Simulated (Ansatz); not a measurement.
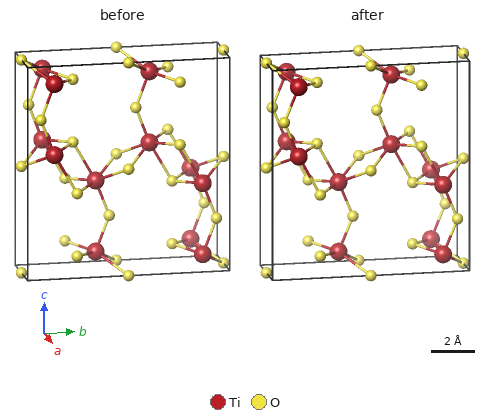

The structure of a crystal of TiO$_{2}$ (set up in Cmcm) before (left) and after (right) a relaxation, at one scale.

The picture is a ball-and-stick view of the conventional cell (2 times the calculation's cell), seen slightly off an axis. Lengths and directions refer to the drawn axes.

The run lets cell and atoms move.

The calculation used Kohn-Sham DFT of a periodic cell, r2SCAN with D3(BJ), Ansatz PAW (Ansatz 0.2.0).

Input
```yaml
crystal:
  lattice:
    - [1.474097, -4.79653, 0.0]
    - [1.474097, 4.79653, 0.0]
    - [0.0, 0.0, 10.235223]
  atoms:
    - { symbol: Ti, position: [0.866913, 0.133087, 0.583142] }
    - { symbol: Ti, position: [0.133087, 0.866913, 0.416858] }
    - { symbol: Ti, position: [0.866913, 0.133087, 0.916858] }
    - { symbol: Ti, position: [0.133087, 0.866913, 0.083142] }
    - { symbol: O, position: [0.5, 0.5, 0.5] }
    - { symbol: O, position: [0.5, 0.5, 0.0] }
    - { symbol: O, position: [0.934235, 0.065765, 0.75] }
    - { symbol: O, position: [0.065765, 0.934235, 0.25] }
    - { symbol: O, position: [0.7544, 0.2456, 0.102866] }
    - { symbol: O, position: [0.2456, 0.7544, 0.897134] }
    - { symbol: O, position: [0.2456, 0.7544, 0.602866] }
    - { symbol: O, position: [0.7544, 0.2456, 0.397134] }
hamiltonian:
  xc: r2scan
  pseudopotentials: { kind: paw }
  dispersion: d3bj
kpoints:
  mp_grid: { grid: [9, 9, 3] }
scf:
  occupations: { method: fermi_dirac, width: 0.05 }
output:
  forces: true
  stress: true
  eigenvalues: true
relax:
  f_tol: 0.01
  max_steps: 40
  cell: { stress_tol: 0.05 }
```

Run as
```bash
ansatz run input.yaml --threads 4 --pin off --max-ram 11264MiB --backend cpu --events-out ev --progress --plain --runs-dir out
```

### Describe what moved and what it gained.

The energy falls by 0.143 eV per cell of the calculation in 4 accepted moves (5 points after the start). Largest force component: 0.32 eV/Å at the start, 0.0083 eV/Å at the end. Pressure: −7.23 GPa at the start and 0.00 GPa at the end. At 1 point the geometry stayed and the basis and grid were re-selected for the new cell (energy shift of 5.4 meV per cell of the calculation at most each time). The largest moves relative to the cell, 0.047 Å, are those of O atoms. Largest moves by element: O 0.047 Å, Ti 0.011 Å. Cell: a 2.948 → 2.914 Å (−1.2 %), b 9.593 → 9.351 Å (−2.5 %), c 10.235 → 10.081 Å (−1.5 %). Volume −5.1 %. Some distances before and after: Ti–Ti 3.178 → 3.122 Å, Ti–Ti 3.069 → 3.019 Å, Ti–Ti 2.948 → 2.914 Å, O–Ti 2.189 → 2.155 Å. Bond angles that change, for instance: Ti–O–Ti 138.6° → 135.7°. The space group stays Cmcm (No. 63). Cost: 91 s on 4 threads of Arm Neoverse V1, on a shared host, peak memory 1.2 GiB.
